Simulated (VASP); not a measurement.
**Run report: CdS, optical-spectrum calculation (part 2 of 3)**

Continued. System: CdS (4 atoms in the cell). Method: Kohn-Sham DFT of a periodic cell, PBE, VASP PAW PBE potentials, recommended, no spin polarisation (VASP 6.6.1); cutoff 520 eV, 9×9×4 k-mesh, Gaussian smearing of 0.03 eV. The structure derives from an entry of the Crystallography Open Database.

Geometry of the input (Å; fractional positions):
```
4.1315  0.0000  -0.0000
-2.0657  3.5780  -0.0000
-0.0000  0.0000  6.7246
Cd 0.3333  0.6667  0.9993
Cd 0.6667  0.3333  0.4993
S  0.3333  0.6667  0.3757
S  0.6667  0.3333  0.8757
```

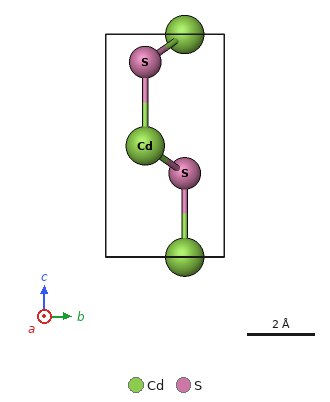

**Figure 1.** The input geometry (ball-and-stick view of the cell of the calculation, along the a axis). An atom can appear more than once, as a periodic image.

### Parts of OUTCAR, continued
```
  FORCE on cell =-STRESS in cart. coord.  units (eV):
  Direction    XX          YY          ZZ          XY          YZ          ZX
  --------------------------------------------------------------------------------------
  -------------------------------------------------------------------------------------
  Total        1.9350167      1.9350167      1.9509811      0.0000000      0.0000000      0.0000000
  in kB       31.1881035     31.1881035     31.4454140      0.0000000      0.0000000      0.0000000
  external PRESSURE =      31.2738736 kB  Pullay stress =       0.0000000 kB

 VOLUME and BASIS-vectors are now :
 -----------------------------------------------------------------------------
  energy-cutoff  :      520.00
  volume of cell :       99.40
      direct lattice vectors                 reciprocal lattice vectors
     4.131464007  0.000000000  0.000000000     0.242044950  0.139744717  0.000000000
    -2.065732003  3.577952784  0.000000000     0.000000000  0.279489434  0.000000000
     0.000000000  0.000000000  6.724620005     0.000000000  0.000000000  0.148707287

 POSITION                                       TOTAL-FORCE (eV/Angst)
 -----------------------------------------------------------------------------------
     -0.00000      2.38530      6.72004         0.000000     -0.000000     -0.001693
      2.06573      1.19265      3.35773        -0.000000      0.000000     -0.001693
     -0.00000      2.38530      2.52631        -0.000000      0.000000      0.001693
      2.06573      1.19265      5.88862         0.000000      0.000000      0.001693
 -----------------------------------------------------------------------------------
    total drift:                               -0.000000     -0.000000     -0.001381

  FREE ENERGIE OF THE ION-ELECTRON SYSTEM (eV)
  ---------------------------------------------------
  free  energy   TOTEN  =       -12.2500857739 eV

  energy  without entropy=      -12.2500857739  energy(sigma->0) =      -12.25008577

 electrical conductivity sigma (Mega S m-1) (frequency dependency in vasprun.xml)
  --------------------------------------------------------------------------------------
       0.000      -0.000       0.000
      -0.000       0.000       0.000
      -0.000       0.000       0.000

  frequency dependent IMAGINARY DIELECTRIC FUNCTION (independent particle, no local field effects) density-density
     E(ev)      X         Y         Z        XY        YZ        ZX
  --------------------------------------------------------------------------------------------------------------
     0.00000     0.00000     0.00000     0.00000     0.00000     0.00000     0.00000
     0.45145     0.02681     0.02681     0.02703    -0.00000     0.00000    -0.00000
     0.90289     0.13421     0.13421     0.11677    -0.00000     0.00000    -0.00000
     1.35434     0.67934     0.67934     1.43850    -0.00000     0.00000    -0.00000
     1.80578     0.42627     0.42627     0.53709    -0.00000     0.00000     0.00000
     2.25723     1.96414     1.96414     0.53676    -0.00000     0.00000    -0.00000
     2.70868     3.67552     3.67552     0.64357     0.00000     0.00000    -0.00000
     3.16012     1.83807     1.83807     2.32729     0.00000     0.00000    -0.00000
     3.61157     3.44762     3.44762     2.86197    -0.00000    -0.00000    -0.00000
     4.06301     7.54548     7.54548     7.05949    -0.00000    -0.00000    -0.00000
     4.51446     4.48030     4.48030     5.57774    -0.00000     0.00000    -0.00000
     4.96591     5.57545     5.57545     9.43675     0.00000     0.00000     0.00000
     5.41735     6.08457     6.08457    19.33061     0.00000     0.00000    -0.00000
     5.86880     3.52146     3.52146     1.98763     0.00000     0.00000    -0.00000
     6.32024     7.91515     7.91515     7.65317    -0.00000    -0.00000     0.00000
     6.77169     9.95099     9.95099    12.63646    -0.00000    -0.00000    -0.00000
     7.22314     7.11911     7.11911     4.56686    -0.00000    -0.00000     0.00000
     7.67458     6.78822     6.78822     8.22716     0.00000    -0.00000     0.00000
     8.12603     5.40318     5.40318     6.04312     0.00000    -0.00000     0.00000
     8.57747     3.44078     3.44078     3.86589    -0.00000     0.00000     0.00000
     9.02892     2.07568     2.07568     1.73118    -0.00000     0.00000    -0.00000
     9.48037     2.43624     2.43624     2.16910     0.00000    -0.00000    -0.00000
     9.93181     2.31878     2.31878     2.65281     0.00000     0.00000    -0.00000
    10.38326     1.53578     1.53578     1.86271    -0.00000     0.00000     0.00000
    10.83470     1.51553     1.51553     1.10136     0.00000     0.00000     0.00000
    11.28615     1.55674     1.55674     1.50034    -0.00000     0.00000    -0.00000
    11.73760     1.55605     1.55605     1.66659     0.00000     0.00000    -0.00000
    12.18904     0.97926     0.97926     0.76868    -0.00000     0.00000    -0.00000
    12.64049     1.04437     1.04437     0.90122    -0.00000    -0.00000     0.00000
    13.09193     0.95699     0.95699     0.93597    -0.00000     0.00000     0.00000
    13.54338     0.79807     0.79807     1.00847    -0.00000     0.00000    -0.00000
    13.99483     1.19265     1.19265     1.10532    -0.00000    -0.00000    -0.00000
    14.44627     0.91303     0.91303     1.21245     0.00000     0.00000     0.00000
    14.89772     0.97369     0.97369     0.88780    -0.00000     0.00000    -0.00000
    15.34916     0.65067     0.65067     0.76408    -0.00000     0.00000    -0.00000
    15.80061     0.66764     0.66764     0.57355    -0.00000     0.00000    -0.00000
    16.25206     0.67875     0.67875     0.74272     0.00000     0.00000    -0.00000
    16.70350     0.52126     0.52126     0.61347     0.00000    -0.00000    -0.00000
    17.15495     0.45983     0.45983     0.48931    -0.00000     0.00000    -0.00000
    17.60639     0.50984     0.50984     0.41553     0.00000     0.00000     0.00000
    18.05784     0.46060     0.46060     0.39752    -0.00000     0.00000    -0.00000
    18.50929     0.34216     0.34216     0.28776    -0.00000     0.00000     0.00000
    18.96073     0.45105     0.45105     0.42872    -0.00000     0.00000     0.00000
    19.41218     0.54370     0.54370     0.57841     0.00000     0.00000    -0.00000
    19.86362     0.53953     0.53953     0.57505     0.00000     0.00000    -0.00000
    20.31507     0.35860     0.35860     0.36105     0.00000     0.00000    -0.00000
    20.76652     0.40696     0.40696     0.40326     0.00000     0.00000    -0.00000
    21.21796     0.34313     0.34313     0.38709     0.00000     0.00000    -0.00000
    21.66941     0.40137     0.40137     0.32621    -0.00000     0.00000    -0.00000
    22.12086     0.34956     0.34956     0.31323     0.00000     0.00000    -0.00000
    22.57230     0.33416     0.33416     0.39526     0.00000     0.00000     0.00000
    23.02375     0.29441     0.29441     0.31968    -0.00000     0.00000    -0.00000
    23.47519     0.31952     0.31952     0.25023    -0.00000     0.00000    -0.00000
    23.92664     0.28033     0.28033     0.27250    -0.00000     0.00000    -0.00000
    24.37809     0.26830     0.26830     0.27300    -0.00000     0.00000     0.00000
    24.82953     0.20054     0.20054     0.22187    -0.00000     0.00000    -0.00000
    25.28098     0.25542     0.25542     0.26006    -0.00000     0.00000     0.00000
    25.73242     0.21574     0.21574     0.18576    -0.00000     0.00000    -0.00000
    26.18387     0.18075     0.18075     0.20384     0.00000     0.00000     0.00000
    26.63532     0.19425     0.19425     0.23183     0.00000     0.00000    -0.00000
    27.08676     0.16872     0.16872     0.17384    -0.00000     0.00000    -0.00000
    27.53821     0.18276     0.18276     0.16860    -0.00000     0.00000    -0.00000
    27.98965     0.16921     0.16921     0.15797    -0.00000     0.00000     0.00000
    28.44110     0.15527     0.15527     0.14090    -0.00000     0.00000    -0.00000
    28.89255     0.18039     0.18039     0.16547     0.00000     0.00000    -0.00000
    29.34399     0.21063     0.21063     0.21021     0.00000     0.00000    -0.00000
    29.79544     0.18797     0.18797     0.22214    -0.00000     0.00000    -0.00000
    30.24688     0.15600     0.15600     0.15030     0.00000     0.00000    -0.00000
    30.69833     0.16075     0.16075     0.16034     0.00000     0.00000     0.00000
    31.14978     0.13948     0.13948     0.16630    -0.00000     0.00000     0.00000
    31.60122     0.12012     0.12012     0.09739     0.00000     0.00000     0.00000
    32.05267     0.03200     0.03200     0.04261    -0.00000     0.00000    -0.00000
    32.50411     0.00944     0.00944     0.01523     0.00000     0.00000    -0.00000
    32.95556     0.00821     0.00821     0.00615     0.00000     0.00000    -0.00000
    33.40701     0.00530     0.00530     0.00529     0.00000     0.00000    -0.00000
    33.85845     0.00582     0.00582     0.00770     0.00000     0.00000    -0.00000
    34.30990     0.00631     0.00631     0.00573     0.00000     0.00000    -0.00000
    34.76134     0.00469     0.00469     0.00650     0.00000     0.00000    -0.00000
    35.21279     0.00390     0.00390     0.00357     0.00000     0.00000    -0.00000
    35.66424     0.00572     0.00572     0.00781     0.00000     0.00000    -0.00000
    36.11568     0.00432     0.00432     0.00383     0.00000     0.00000    -0.00000
    36.56713     0.00260     0.00260     0.00251     0.00000     0.00000    -0.00000
    37.01857     0.00119     0.00119     0.00137     0.00000     0.00000    -0.00000
    37.47002     0.00095     0.00095     0.00096     0.00000     0.00000    -0.00000
    37.92147     0.00087     0.00087     0.00087     0.00000     0.00000    -0.00000
    38.37291     0.00081     0.00081     0.00081     0.00000     0.00000    -0.00000
    38.82436     0.00076     0.00076     0.00076     0.00000     0.00000    -0.00000
    39.27580     0.00071     0.00071     0.00071     0.00000     0.00000    -0.00000
    39.72725     0.00067     0.00067     0.00067     0.00000     0.00000    -0.00000
    40.17870     0.00064     0.00064     0.00064     0.00000     0.00000    -0.00000
    40.63014     0.00061     0.00061     0.00061     0.00000     0.00000    -0.00000
    41.08159     0.00058     0.00058     0.00058     0.00000     0.00000    -0.00000
    41.53303     0.00055     0.00055     0.00055     0.00000     0.00000    -0.00000
    41.98448     0.00053     0.00053     0.00053     0.00000     0.00000    -0.00000
    42.43593     0.00050     0.00050     0.00050     0.00000     0.00000    -0.00000
    42.88737     0.00048     0.00048     0.00048     0.00000     0.00000    -0.00000
    43.33882     0.00046     0.00046     0.00046     0.00000     0.00000    -0.00000
    43.79026     0.00044     0.00044     0.00044     0.00000     0.00000    -0.00000
    44.24171     0.00042     0.00042     0.00042     0.00000     0.00000    -0.00000
    44.69316     0.00041     0.00041     0.00041     0.00000     0.00000    -0.00000

  frequency dependent      REAL DIELECTRIC FUNCTION (independent particle, no local field effects) density-density
     E(ev)        X           Y           Z          XY          YZ          ZX
  --------------------------------------------------------------------------------------------------------------
     0.00000     6.37628     6.37628     6.50469    -0.00000     0.00000    -0.00000
     0.45145     6.48638     6.48638     6.61684    -0.00000     0.00000    -0.00000
     0.90289     7.03142     7.03142     7.13322    -0.00000     0.00000    -0.00000
     1.35434     5.17902     5.17902     4.88852    -0.00000     0.00000    -0.00000
     1.80578     7.55557     7.55557     8.11064    -0.00000     0.00000    -0.00000
     2.25723     5.67113     5.67113     5.06539     0.00000     0.00000    -0.00000
     2.70868     8.70573     8.70573     8.28916     0.00000     0.00000    -0.00000
     3.16012     6.93737     6.93737     8.03473    -0.00000    -0.00000    -0.00000
     3.61157     5.49446     5.49446     7.96677    -0.00000     0.00000     0.00000
     4.06301     8.84695     8.84695    12.55410    -0.00000     0.00000     0.00000
     4.51446     6.98591     6.98591     7.74856     0.00000     0.00000     0.00000
     4.96591     5.04412     5.04412     4.58360     0.00000    -0.00000    -0.00000
     5.41735     5.48622     5.48622     3.41035     0.00000    -0.00000     0.00000
     5.86880     4.46328     4.46328     3.55782    -0.00000    -0.00000     0.00000
     6.32024     3.54181     3.54181     4.61814    -0.00000     0.00000     0.00000
     6.77169    -0.75935    -0.75935    -0.40431     0.00000    -0.00000     0.00000
     7.22314     0.14763     0.14763    -1.05537     0.00000    -0.00000     0.00000
     7.67458     0.08727     0.08727     0.41451    -0.00000     0.00000    -0.00000
     8.12603    -3.92811    -3.92811    -3.88019    -0.00000    -0.00000     0.00000
     8.57747    -2.23400    -2.23400    -3.61373    -0.00000     0.00000     0.00000
     9.02892    -1.61062    -1.61062    -1.47839     0.00000     0.00000    -0.00000
     9.48037    -2.09381    -2.09381    -1.78238    -0.00000    -0.00000     0.00000
     9.93181    -1.87390    -1.87390    -0.79100     0.00000     0.00000     0.00000
    10.38326    -1.07946    -1.07946    -0.87889     0.00000     0.00000     0.00000
    10.83470    -0.26145    -0.26145    -0.97214     0.00000    -0.00000    -0.00000
    11.28615    -0.80476    -0.80476    -0.62290    -0.00000    -0.00000     0.00000
    11.73760    -0.52518    -0.52518    -0.52345    -0.00000    -0.00000     0.00000
    12.18904    -0.51576    -0.51576    -0.68361    -0.00000    -0.00000    -0.00000
    12.64049    -0.12644    -0.12644    -0.17770     0.00000     0.00000    -0.00000
    13.09193    -0.38241    -0.38241    -0.13869    -0.00000    -0.00000     0.00000
    13.54338    -0.07906    -0.07906    -0.20531    -0.00000    -0.00000    -0.00000
    13.99483    -0.11148    -0.11148     0.03783     0.00000    -0.00000     0.00000
    14.44627    -0.19001    -0.19001    -0.17481    -0.00000    -0.00000     0.00000
    14.89772    -0.30007    -0.30007    -0.48397    -0.00000    -0.00000    -0.00000
    15.34916    -0.05999    -0.05999    -0.07289    -0.00000    -0.00000    -0.00000
    15.80061     0.19897     0.19897     0.05591     0.00000    -0.00000    -0.00000
    16.25206     0.03315     0.03315     0.06329    -0.00000    -0.00000    -0.00000
    16.70350     0.07779     0.07779     0.03805     0.00000     0.00000     0.00000
    17.15495     0.26909     0.26909     0.22665    -0.00000     0.00000     0.00000
    17.60639     0.22055     0.22055     0.15591     0.00000    -0.00000     0.00000
    18.05784     0.16616     0.16616     0.21270     0.00000     0.00000     0.00000
    18.50929     0.24430     0.24430     0.35391    -0.00000     0.00000    -0.00000
    18.96073     0.47234     0.47234     0.44429    -0.00000     0.00000    -0.00000
    19.41218     0.37218     0.37218     0.48288    -0.00000     0.00000     0.00000
    19.86362     0.33264     0.33264     0.20936    -0.00000    -0.00000     0.00000
    20.31507     0.27711     0.27711     0.34110     0.00000     0.00000    -0.00000
    20.76652     0.41140     0.41140     0.38705     0.00000     0.00000    -0.00000
    21.21796     0.33231     0.33231     0.31865     0.00000    -0.00000     0.00000
    21.66941     0.45643     0.45643     0.33364     0.00000     0.00000     0.00000
    22.12086     0.40992     0.40992     0.43596    -0.00000     0.00000     0.00000
    22.57230     0.37694     0.37694     0.40344    -0.00000     0.00000     0.00000
    23.02375     0.47048     0.47048     0.46853    -0.00000     0.00000     0.00000
    23.47519     0.45801     0.45801     0.45633    -0.00000     0.00000     0.00000
    23.92664     0.40463     0.40463     0.41004    -0.00000    -0.00000     0.00000
    24.37809     0.40568     0.40568     0.44122    -0.00000     0.00000    -0.00000
    24.82953     0.49451     0.49451     0.47337     0.00000     0.00000    -0.00000
    25.28098     0.49905     0.49905     0.49618     0.00000    -0.00000     0.00000
    25.73242     0.54027     0.54027     0.52478     0.00000     0.00000     0.00000
    26.18387     0.54548     0.54548     0.59417     0.00000    -0.00000     0.00000
    26.63532     0.54436     0.54436     0.49024     0.00000    -0.00000    -0.00000
    27.08676     0.52392     0.52392     0.48620     0.00000     0.00000    -0.00000
    27.53821     0.59621     0.59621     0.51545    -0.00000    -0.00000    -0.00000
    27.98965     0.56002     0.56002     0.58247     0.00000     0.00000    -0.00000
    28.44110     0.58822     0.58822     0.61182     0.00000     0.00000     0.00000
    28.89255     0.62144     0.62144     0.63612     0.00000    -0.00000     0.00000
    29.34399     0.58088     0.58088     0.58734     0.00000     0.00000     0.00000
    29.79544     0.56035     0.56035     0.52551    -0.00000     0.00000     0.00000
    30.24688     0.55367     0.55367     0.56622    -0.00000    -0.00000     0.00000
    30.69833     0.57643     0.57643     0.57799    -0.00000    -0.00000     0.00000
    31.14978     0.58068     0.58068     0.55751    -0.00000    -0.00000     0.00000
    31.60122     0.50916     0.50916     0.51315    -0.00000     0.00000     0.00000
    32.05267     0.54017     0.54017     0.54543     0.00000     0.00000     0.00000
    32.50411     0.59144     0.59144     0.59363     0.00000     0.00000     0.00000
    32.95556     0.62663     0.62663     0.62467     0.00000     0.00000     0.00000
    33.40701     0.65007     0.65007     0.65037    -0.00000     0.00000     0.00000
    33.85845     0.66688     0.66688     0.66863    -0.00000     0.00000     0.00000
    34.30990     0.68452     0.68452     0.68595    -0.00000     0.00000     0.00000
    34.76134     0.69631     0.69631     0.69311    -0.00000     0.00000     0.00000
    35.21279     0.70944     0.70944     0.70997    -0.00000     0.00000     0.00000
    35.66424     0.71953     0.71953     0.71907    -0.00000     0.00000     0.00000
    36.11568     0.72878     0.72878     0.72966    -0.00000     0.00000     0.00000
    36.56713     0.73909     0.73909     0.73866    -0.00000     0.00000     0.00000
    37.01857     0.74758     0.74758     0.74697    -0.00000     0.00000     0.00000
    37.47002     0.75654     0.75654     0.75642    -0.00000     0.00000     0.00000
    37.92147     0.76470     0.76470     0.76464    -0.00000     0.00000     0.00000
    38.37291     0.77224     0.77224     0.77221    -0.00000     0.00000     0.00000
    38.82436     0.77929     0.77929     0.77927    -0.00000     0.00000     0.00000
    39.27580     0.78591     0.78591     0.78591    -0.00000     0.00000     0.00000
    39.72725     0.79217     0.79217     0.79217    -0.00000     0.00000     0.00000
    40.17870     0.79809     0.79809     0.79810    -0.00000     0.00000     0.00000
    40.63014     0.80371     0.80371     0.80372    -0.00000     0.00000     0.00000
    41.08159     0.80905     0.80905     0.80907    -0.00000     0.00000     0.00000
    41.53303     0.81414     0.81414     0.81416    -0.00000     0.00000     0.00000
    41.98448     0.81900     0.81900     0.81902    -0.00000     0.00000     0.00000
    42.43593     0.82364     0.82364     0.82366    -0.00000     0.00000     0.00000
    42.88737     0.82808     0.82808     0.82810    -0.00000     0.00000     0.00000
    43.33882     0.83234     0.83234     0.83236    -0.00000     0.00000     0.00000
```
